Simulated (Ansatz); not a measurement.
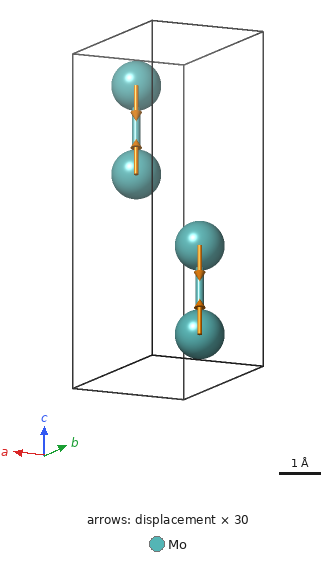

A relaxation of a crystal of Mo (built on the lonsdaleite_194 type) (coarse preliminary run). The starting structure is drawn; orange arrows show the displacements (the part carried along by the change of the cell is left out), magnified 30 times.

A ball-and-stick model of the cell of the calculation, seen from a free direction.

Case: lonsdaleite type (P6_3/mmc, No. 194).

The calculation used DFT PBEsol, scalar-relativistic, plane waves, PAW in Ansatz 0.2.0. Set-up: plane-wave cutoff 420 eV; k-point mesh 9 × 9 × 2; occupations gaussian; smearing width 0.1 eV; no spin polarisation; cell and atoms relaxed; force threshold 0.04 eV/Å; at most 70 steps.

Describe the change and its energy.

After 8 accepted moves (10 points after the start) the energy has fallen by 0.107 eV per cell of the calculation. The largest force component goes from 0.039 to 0.0016 eV/Å. The pressure goes from 1.07 to 0.00 GPa. The line search rejected the trial step at point 6 of the run. At 1 point the geometry stayed and the basis and grid were re-selected for the new cell (energy shift of 0.3 meV per cell of the calculation at most each time). The largest moves relative to the cell, 0.032 Å, are those of Mo atoms. The drawn cell changes as follows: a = b 2.846 → 2.740 Å (−3.7 %), c 9.101 → 9.805 Å (+7.7 %); the volume changes by −0.2 %. Among the contacts that change: Mo–Mo 2.700 → 2.851 Å, Mo–Mo 2.408 → 2.530 Å, Mo–Mo 2.846 → 2.740 Å. The space group stays P6_3/mmc (No. 194). The run took of the order of 26 core-seconds on a shared host.
